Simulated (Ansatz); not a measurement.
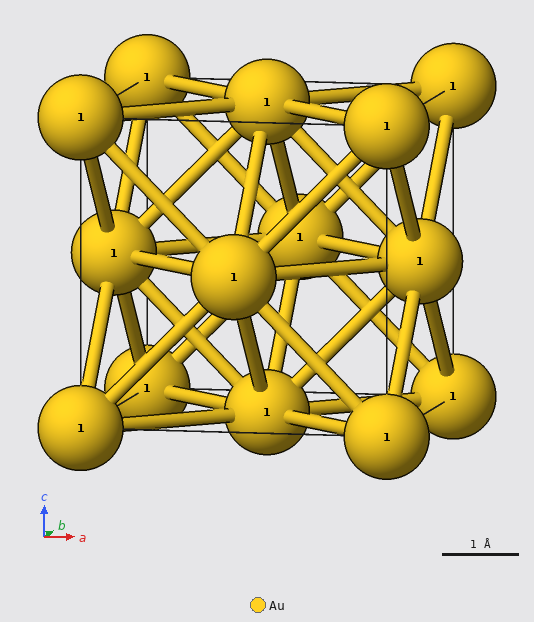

*The input geometry (ball-and-stick view of the cell 4 times as large as that of the calculation, set on its symmetry axes, seen slightly off an axis; atoms are numbered from 1 in the order of the input). An atom can appear more than once, as a periodic image.*

**Run report: Au, band-structure calculation**

- system: Au (Fm-3m, 1 atom in the cell)
- method: DFT PBEsol, scalar-relativistic, plane waves, PAW, no spin polarisation (Ansatz 0.2.0)

The structure derives from an entry of the Crystallography Open Database. Figures and captions count atoms from 1; the log counts them from 0 in places.

Input file
```yaml
crystal:
  lattice:
    - [0.0, 2.079056651, 2.079056651]
    - [2.079056651, 0.0, 2.079056651]
    - [2.079056651, 2.079056651, 0.0]
  atoms:
    - { symbol: Au, position: [0.0, 0.0, 0.0] }
basis:
  ecutwfc: 420
kpoints:
  mp_grid: { grid: [18, 18, 18] }
  band_path:
    path:
      - [[0.0, 0.0, 0.0], [0.5, 0.0, 0.5], [0.625, 0.25, 0.625]]
      - [[0.375, 0.375, 0.75], [0.0, 0.0, 0.0], [0.5, 0.5, 0.5], [0.5, 0.25, 0.75], [0.5, 0.0, 0.5]]
    npoints: 14
hamiltonian:
  xc: pbesol
scf:
  occupations: { method: gaussian, width: 0.1 }
  n_extra_bands: 6
output:
  forces: true
  stress: true
  eigenvalues: true
  populations: true
  dos: { projected: true, de: 0.02, nscf_kmesh: { grid: [27, 27, 27] } }
  bader: true
  write_density: true
  write_potential: true
  elf: true
  volumetric_format: npy
```

Launched with:
```bash
ansatz run input.yaml --threads 1 --pin off --max-ram 2560MiB --backend cpu --events-out ev --progress --plain --runs-dir out
```

Log
```
scf.n_extra_bands = 6 over 10 filled bands (N_el = 19.0): the run solves 16 bands
Engine: ansatz 0.2.0, aarch64-unknown-linux-gnu
Pseudopotentials: kind: paw
Pseudopotential: Au, paw, valence charge 19, recommended cutoff 420 eV (normal), Au.paw.azcp
Functional definition: PBEsol
  exchange = pbesol_x
  correlation = pbesol_c
Crystal: 1 atoms, lattice volume = 17.973 Å³
Basis set: ecut = 420 eV, 339 PW (Γ), exchange–correlation on 40×40×40 points (8 copies of the dense FFT grid, shifted against one another)
Bands: 16, of which v1, the nominal top of the filled ones, is band 10 counted from 1 (9 counted from 0)
Symmetry: 48 space group operations
Space group: Fm-3m (ITA 225), of the structure as read, at distance tolerance 2.6e-5 Å
k-points: 195 of 5832
Non-local potential: Au, projectors of the file, l = 0: 3, l = 1: 2, l = 2: 2, l = 3: 1
PAW form: soft (Blöchl's): semilocal exchange-correlation on the pseudo side does not see the compensation charge
PAW frozen core: Au, regenerated for the run's functional, and the local potential with it (the file was generated under x = pbe(κ = 0.804, μ = 0.2195149727645171), c = pbe(β = 0.06672455060314922))
PAW one-centre angular grid: Au, 590 points (default); XC on 64 Gauss nodes
Initial density: superposition of atomic densities (neutral atoms: chi_scale 0, normalization atom), corrected by the library's trained network
Initial wavefunctions: pseudopotential atomic-orbital guess
Functional: x = pbesol(κ = 0.804, μ = 0.12345679012345678), c = pbesol(β = 0.046)
SCF iter   1: F=—  HF=-13007.077042 eV  |F-HF|=—  |Δ(HF+E_count)|=         —  Δρ=6.24e-3  dr2=6.66e-3  ethr=1.77e-3  ⟨swp⟩=4.8  Hψ=15325  notcnv=0  defer=14
preconditioner: auto → none  [metal: Δε(μ)=0.023 eV  Ē_g=19.026 eV  σ=0.100 eV  W_gap=0.13  n_scr=8 (ndim 8)  ℏωp=29.0 eV  f_vac=0.000  D(μ)=0.27/eV (n_scr^D=0)  sad-step TF]
SCF iter   2: F=—  HF=-13007.075412 eV  |F-HF|=—  |Δ(HF+E_count)|=   1.63e-3  Δρ=2.73e-3  dr2=1.20e-3  ethr=3.51e-5  ⟨swp⟩=1.0  Hψ=4680  notcnv=0  defer=22
SCF iter   3: F=—  HF=-13007.075067 eV  |F-HF|=—  |Δ(HF+E_count)|=   3.45e-4  Δρ=4.19e-4  dr2=1.27e-5  ethr=6.29e-6  ⟨swp⟩=2.1  Hψ=3669  notcnv=0  defer=22
SCF iter   4: F=—  HF=-13007.075075 eV  |F-HF|=—  |Δ(HF+E_count)|=   7.95e-6  Δρ=4.45e-5  dr2=1.31e-7  ethr=6.71e-8  ⟨swp⟩=2.7  Hψ=4487  notcnv=0  defer=22
iter 5 did not close the SCF: its close was put off for the readings that it lacked (scf_convergence_deferred on its scf_iter line)
SCF iter   5: F=-13007.075075 eV  HF=-13007.075075 eV  |F-HF|=6.48e-10  |Δ(HF+E_count)|=   1.47e-7  Δρ=3.38e-6  dr2=1.38e-9  ethr=6.91e-10  ⟨swp⟩=2.9  Hψ=4539  notcnv=0  defer=22
SCF iter   6: F=-13007.075075 eV  HF=-13007.075075 eV  |F-HF|=3.82e-11  |Δ(HF+E_count)|=  1.04e-10  Δρ=5.64e-7  dr2=4.98e-11  ethr=7.27e-12  ⟨swp⟩=7.7  Hψ=16725  notcnv=0
SCF 1 converged in 6 iterations: F = -13007.075075 eV  dr2 = 4.98e-11
  greatest PAW one-centre occupation: 1.001 electrons in one spin orbital (limit 2), on the Au atom at site 0 (counted from 0), in its partial waves of l = 0
NSCF: frozen V_eff on 86 k-points
NSCF: frozen V_eff on 560 k-points
SCF converged after 6 iterations
Free energy (F): -13007.075075 eV
Harris-Foulkes:  -13007.075075 eV  (|F-HF|=3.82e-11)
Internal energy: -13007.073752 eV  (E = F + TS)
E sigma→0 (E₀):  -13007.074413 eV
Entropy (-TS):   -0.001324 eV (-1.324 meV/atom)
Fermi energy:    18.961694 eV
--- Per-component energies (eV) ---
  E_band       = -233.390076
  E_kinetic    = 603.517148
  E_local      = -1784.929993  (includes V_loc(G=0)·N_el)
  E_nonlocal   = 77.788423
  E_hartree    = 753.849180
  E_xc         = -225.971151
  E_vxc        = -273.788192  (∫ρ·V_xc dr)
  E_paw        = -9565.751839  (= ΣΔE_a)
  E_vpaw       = -363.677550  (= ΣTr[D̂ρ^β])
  E_aug_tail   = 0.001341  (compensation charges beyond the density's cutoff)
  E_ewald      = -2865.886340
  E_core_change = 0.309479  (= ΣΔE_core)
  E_smearing   = -0.001324  (= −TS)
  E_closure    = 0.000000  (closes the sum)
  Σ components = -13007.075075   (vs F -13007.075075, Δ=0.00e0)
--- Forces (eV/Å), atoms counted from 1 ---
  atom   1  Au    -0.00000000     0.00000000    -0.00000000
  max |Σ_I F_I| component: 1.40e-31 eV/Å
--- Stress (GPa, compression-positive) ---
       -8.128292       0.000000      -0.000000
       -0.000000      -8.128292      -0.000000
       -0.000000       0.000000      -8.128292
  P = ⅓ Tr σ = -8.1283 GPa (-81.283 kbar)
--- Band table (eV; the first three rows and the last of 195) ---
  k-point 0: bands = ["-86.2876", "-37.6014", "-37.6014", "-37.6014", "9.6322", "14.6128", "14.6128", "14.6128", "16.0110", "16.0110", "33.4888", "37.1861", "37.1861", "37.1861", "41.9089", "45.8442"]
  k-point 1: bands = ["-86.2873", "-37.6068", "-37.6022", "-37.6022", "9.7354", "14.5804", "14.6475", "14.6475", "15.9956", "15.9956", "33.6011", "36.4746", "37.2982", "37.2982", "42.4707", "44.6825"]
  k-point 2: bands = ["-86.2866", "-37.6223", "-37.6046", "-37.6046", "10.0370", "14.4983", "14.7382", "14.7382", "15.9644", "15.9644", "33.8183", "35.0300", "37.6106", "37.6106", "42.0340", "44.0788"]
  k-point 194: bands = ["-86.2758", "-37.7289", "-37.7115", "-37.6709", "13.4039", "13.8810", "14.5233", "15.9321", "17.4064", "23.4434", "24.4276", "25.7530", "28.0942", "40.4254", "41.7522", "42.0179"]
--- Löwdin populations: 1 site ---
  site symbol       q [e]
     0     Au     18.8390
  spilling = 0.008475 (of n_electrons = 19.000000)
--- Bader charges: 1 site ---
  site symbol  charge [e]  shift [e]
     0     Au      0.0000     0.0000
  estimated error of the sums over rays = 5.3e-7 e
```

File bader_charges.tsv
```
# site	symbol	x_ang	y_ang	z_ang	partial_charge_e	electrons	volume_ang3	relative_density_drop	shared_charge_e	partial_wave_shift_e
# quadrature_error_electrons = 5.3e-7
0	Au	0.0000	0.0000	0.0000	0.00000	79.00000	17.97	-	0.00000	0.00000
```

File populations.tsv
```
# site	symbol	l	j	q
# orbitals = lowdin
# n_electrons = 19.000000
# spilling = 0.008475
0	Au	0_5S	-	1.995365
0	Au	0_6S	-	1.095240
0	Au	1_5P	-	5.998757
0	Au	2_5D	-	9.749621
```

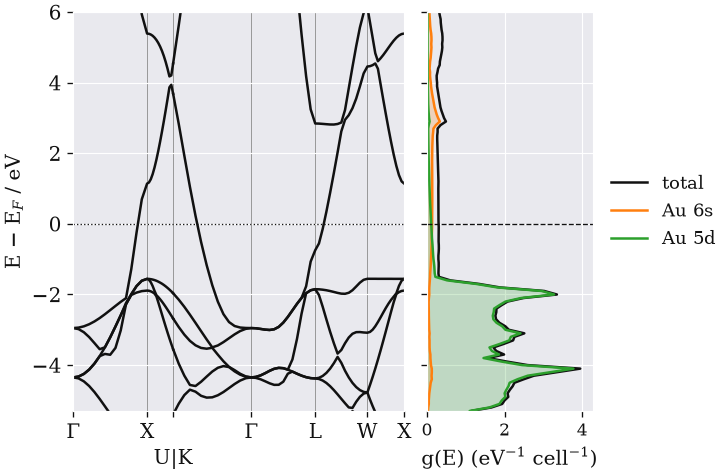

*Band structure along Γ–X–U|K–Γ–L–W–X and density of states (projected on Löwdin-orthogonalised atomic shells), with energies from the Fermi level.*

Bands cross the Fermi level: a metal at this level of theory.

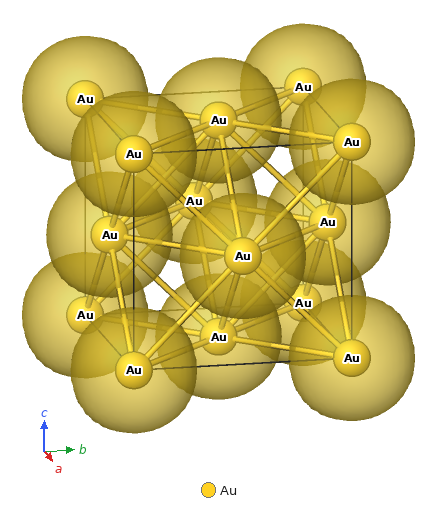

*Isosurface of the valence pseudo-density at 0.4 e/Å³ (yellow), seen slightly off an axis. Sticks mark near contacts. The outline is the cell set on symmetry axes.*

At this value the density breaks into separate islands; it holds about 85 % of the electrons treated as valence (semicore included). It is pinched off along the Au–Au (2.94 Å) contacts. On the grid the lowest density along these lines, outside the cores, is 0.25 e/Å³ (Au–Au, 2.94 Å). In a PAW calculation such maps are meaningful between the atoms, not at the nuclei.

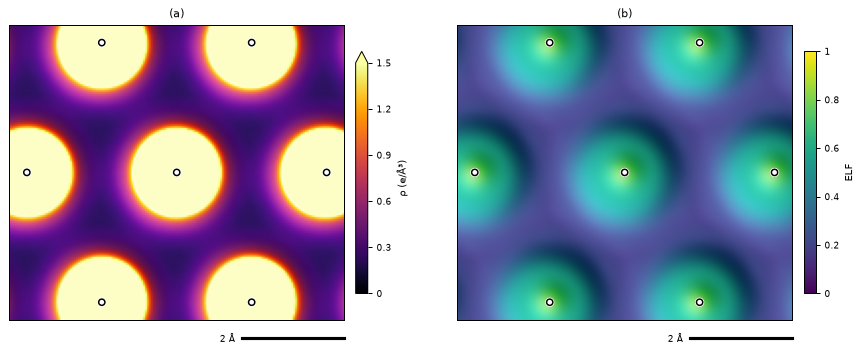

*(a) valence charge density (pseudo); (b) electron localisation function on the (111) plane of the conventional cell. Circles mark the nuclei in the plane (Au).*

Atoms in the plane: Au. Au–Au (2.94 Å): the density is about 0.26 e/Å³ at the midpoint; the ELF is about 0.20 at the midpoint (no shared electron pair). Away from the nuclei the density in this plane falls to 0.18 e/Å³ at its lowest. The strong features right at Au lie inside the PAW spheres (semicore, d or f shells) and say nothing about bonding.

Summary

```csv
quantity,value
outcome,converged
space group (tolerance 0.01 Å),Fm-3m (225)
electrons treated,19
free energy,−13007.0751 eV
Fermi energy,18.962 eV
gap on the k-point mesh,none (metallic)
pressure,−8.13 GPa
largest force (length of the vector),under 0.001 eV/Å
hardware,"1 thread of Arm Neoverse V1, 24 GiB of memory available, shared host"
wall time,13 s
peak memory,0.34 GiB
```

Notes

Spin–orbit coupling is left out, which matters for Au. The cell is under a tension of 8.1 GPa at this level, so it is not at its equilibrium volume.
